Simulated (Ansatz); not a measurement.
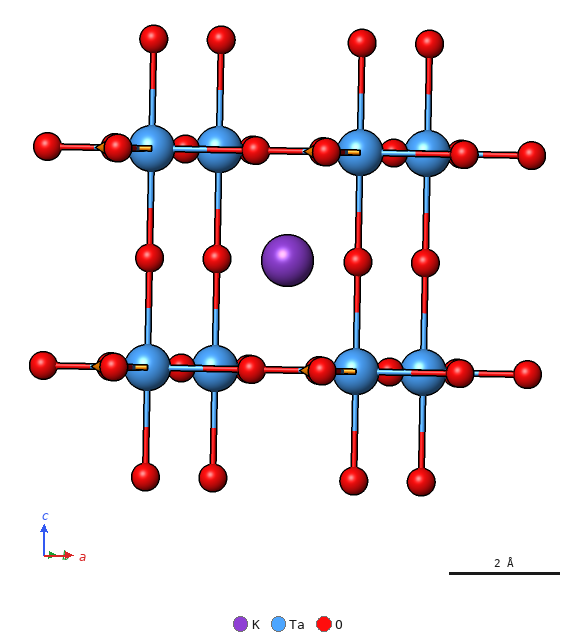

A scan of a crystal of KTaO3 (Pm-3m): the whole Ta sublattice is shifted rigidly, towards the nearest copy of atom 3 (O) at 1.994 Å, all else fixed. The picture shows the reference cell. The orange arrows give the direction of positive displacement. Style: ball-and-stick. Shown: the cell of the calculation, along the b axis, with a slight tilt.

Computed with Ansatz, DFT r2SCAN, scalar-relativistic, plane waves, PAW. (plane-wave cutoff 500 eV; k-point mesh 6 × 6 × 6; occupations gaussian; smearing width 0.05 eV; no spin polarisation). Energies (free energies at the smearing named) are counted from the cell as listed in its source, which wasn't relaxed.

Input
```yaml
crystal:
  lattice:
    - [3.9883, 0.0, 0.0]
    - [0.0, 3.9883, 0.0]
    - [0.0, 0.0, 3.9883]
  atoms:
    - { symbol: K, position: [0.5, 0.5, 0.5] }
    - { symbol: Ta, position: [0.0, 0.0, 0.0] }
    - { symbol: O, position: [0.5, 0.0, 0.0] }
    - { symbol: O, position: [0.0, 0.5, 0.0] }
    - { symbol: O, position: [0.0, 0.0, 0.5] }
basis:
  ecutwfc: 500
kpoints:
  mp_grid: { grid: [6, 6, 6] }
hamiltonian:
  xc: r2scan
scf:
  occupations: { method: gaussian, width: 0.05 }
output:
  forces: true
  stress: true
  eigenvalues: true
  write_density: true
  write_potential: true
  elf: true
  volumetric_format: npy
```

Run as
```bash
ansatz run input.yaml --threads 1 --pin off --max-ram 2560MiB --backend cpu --events-out ev --progress --plain --runs-dir out
```

Predict the energy profile (the displacement: −0.3000, −0.2250, −0.1500, −0.0750, 0.0000, 0.0375, 0.0750, 0.1125, 0.1500, 0.1875, 0.2250, 0.2625, 0.3000 Å).

Answer.
| displacement (Å) | E − E(ref) (meV/cell) |
| --- | --- |
| −0.3000 | 592 |
| −0.2250 | 216 |
| −0.1500 | 54 |
| −0.0750 | 6 |
| 0.0000 | 0 |
| 0.0375 | 1 |
| 0.0750 | 6 |
| 0.1125 | 21 |
| 0.1500 | 54 |
| 0.1875 | 115 |
| 0.2250 | 216 |
| 0.2625 | 370 |
| 0.3000 | 592 |

Points that are alike by symmetry were computed once.

The lowest computed point lies at the displacement 0.00 Å (0 meV/cell). The well is symmetric. At the highest point the shortest interatomic distance is 1.69 Å, against 1.99 Å in the reference. The distortion takes the space group from Pm-3m to P4mm.

The computed profile (hollow markers are points alike by symmetry):

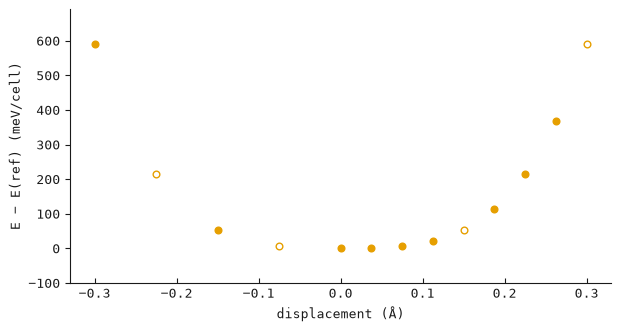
